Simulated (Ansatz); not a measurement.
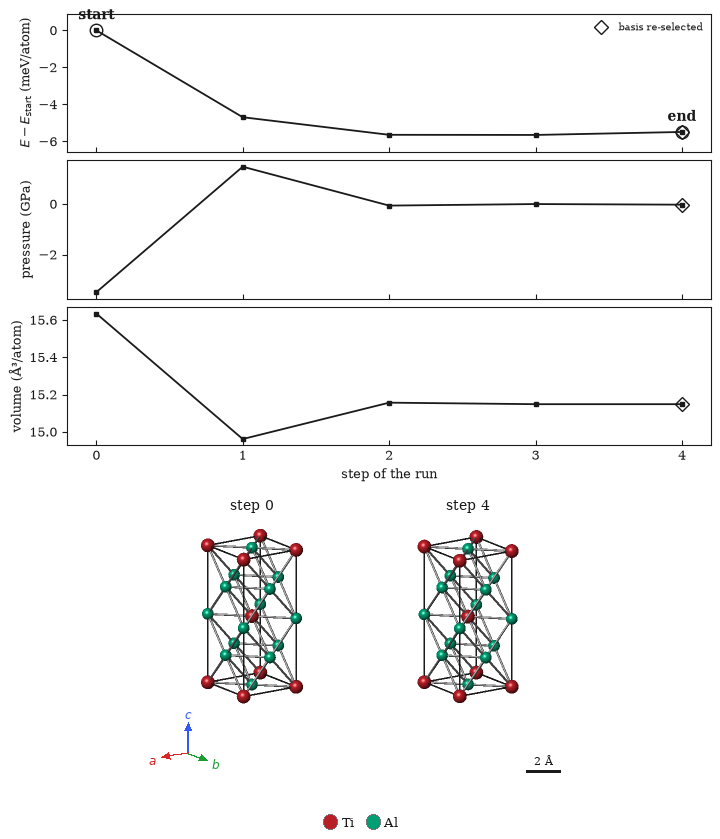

First and last geometry of a relaxation of crystalline TiAl$_{3}$ (set up in I4/mmm), with the history of the run. A ball-and-stick model of the conventional cell (2 times the calculation's cell), seen from a free direction. Lengths and directions refer to the drawn axes.

The run lets cell and atoms move.

All numbers below come from Kohn-Sham DFT of a periodic cell, LDA, Ansatz PAW (Ansatz).

Input
```yaml
crystal:
  lattice:
    - [-1.9111067713, 1.9111067713, 4.2806687947]
    - [1.9111067713, -1.9111067713, 4.2806687947]
    - [1.9111067713, 1.9111067713, -4.2806687947]
  atoms:
    - { symbol: Ti, position: [0.0, 0.0, 0.0] }
    - { symbol: Al, position: [0.25, 0.75, 0.5] }
    - { symbol: Al, position: [0.75, 0.25, 0.5] }
    - { symbol: Al, position: [0.5, 0.5, 0.0] }
hamiltonian:
  xc: lda
  pseudopotentials: { kind: paw }
kpoints:
  mp_grid: { grid: [10, 10, 10] }
scf:
  occupations: { method: fermi_dirac, width: 0.05 }
output:
  forces: true
  stress: true
  eigenvalues: true
  write_density: true
  write_potential: true
  elf: true
  volumetric_format: npy
relax:
  f_tol: 0.01
  max_steps: 40
  cell: { stress_tol: 0.05 }
```

Command:
```bash
ansatz run input.yaml --threads 2 --pin off --max-ram 5632MiB --backend cpu --events-out ev --progress --plain --runs-dir out
```

### Read the history and describe the run.

It converged. After 3 accepted moves (4 points after the start) the energy has fallen by 5.5 meV per atom. All forces vanish by symmetry, so only the cell relaxes. The pressure goes from −3.49 to −0.03 GPa. At 1 point the geometry stayed and the basis and grid were re-selected for the new cell (energy shift of 0.2 meV per atom at most each time). No atom moves by more than 0.005 Å relative to the cell. Cell: a = b 3.822 → 3.781 Å (−1.1 %), c 8.561 → 8.478 Å (−1.0 %). Volume −3.1 %. Near-neighbour distances that change, for instance: Al–Ti 2.703 → 2.673 Å, Al–Al 2.703 → 2.673 Å, Al–Ti 2.869 → 2.840 Å, Al–Al 2.869 → 2.840 Å. The space group stays I4/mmm (No. 139). The run took 16 s on 2 threads of Arm Neoverse V2 (shared host), peak memory 0.4 GiB.
